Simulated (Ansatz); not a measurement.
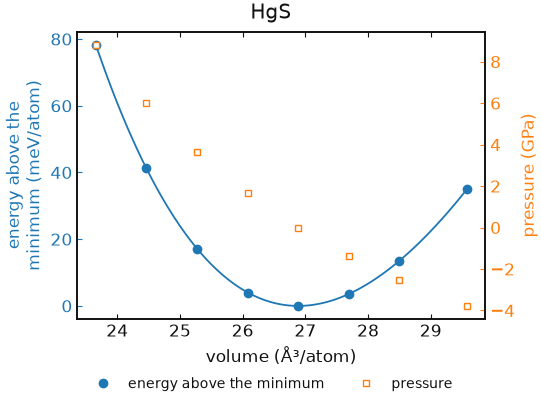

The figure shows the energy above the minimum and pressure against volume for HgS, space group F-43m (No. 216).

The given structure:
```cif
data_structure
_symmetry_space_group_name_H-M 'P 1'
_symmetry_Int_Tables_number 1
_cell_length_a 4.2366
_cell_length_b 4.2366
_cell_length_c 4.2366
_cell_angle_alpha 60.000
_cell_angle_beta 60.000
_cell_angle_gamma 60.000
_cell_volume 53.77
loop_
_atom_site_label
_atom_site_type_symbol
_atom_site_fract_x
_atom_site_fract_y
_atom_site_fract_z
_atom_site_occupancy
Hg1 Hg 0.00000 0.00000 0.00000 1
S1 S 0.25000 0.25000 0.25000 1
```

Computed with Ansatz 0.2.0: third-order Birch-Murnaghan fit to density functional energies at scaled volumes of the given relaxed cell, shape and atoms relaxed at each volume; energies count from the fitted minimum; plane waves with PAW datasets, Γ-centred k mesh. Level: PBE, no spin polarisation.

- wave cutoff: 420 eV
- k mesh: 12×12×12
- occupations: Gaussian
- smearing width: 0.1 eV

Give the fitted equation-of-state parameters.

A third-order Birch–Murnaghan fit gives V0 = 26.89 Å³/atom, B0 = 50.3 GPa and B′ = 4.9.

Read off the course of the pressure.

It falls from 8.82 GPa at volume 23.658 Å³/atom to −3.78 GPa at 29.573 Å³/atom, and changes sign near 26.9 Å³/atom.

Note: bands touch, and spin-orbit coupling could open a gap.
